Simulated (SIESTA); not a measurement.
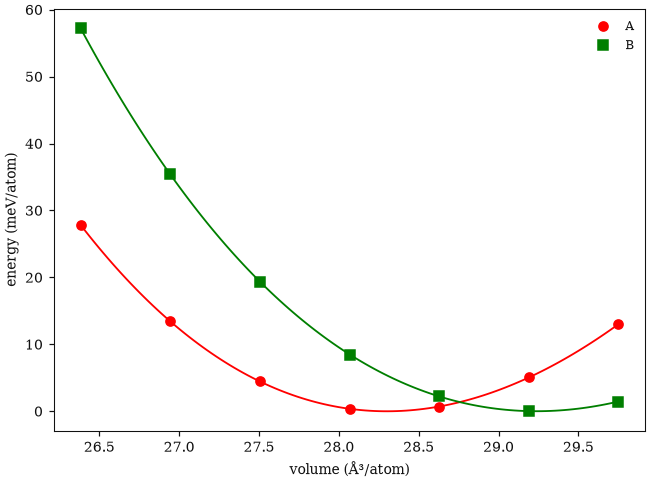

The figure compares two calculations of the energy against volume, each curve from its own zero. The first is for HgSe, space group F-43m (No. 216).

The cell holds 2 atoms.

Calculation (SIESTA 5.4.2): DFT in numerical atomic orbitals with pseudopotentials, no spin polarisation; energies at scaled volumes of the given cell, shape and fractions fixed, counted from the fit's minimum, third-order Birch-Murnaghan fit. Level: PBEsol.

- k mesh: 8×8×8
- occupations: Fermi–Dirac
- smearing width: 0.05 eV
- potentials: PseudoDojo 0.4 standard, converted to PSML, two zetas on semicore shells
- program settings: basis DZP, mesh cutoff 800 Ry

In the second, the level changes from PBEsol to LDA.

Question: Which of A and B is the second calculation, and what did the change do?

Answer: A. The equilibrium volume falls from 29.24 to 28.30 Å³/atom (−3.2 %) and the bulk modulus rises from 53.4 to 61.0 GPa (+14 %).

For both, limits of the calculation: mulliken charges of long orbitals; short basis over semicore shells; spin-orbit coupling left out, heavy elements; valence orbitals made in semicore potential.

V0 and the bulk modulus come from third-order Birch–Murnaghan fits.
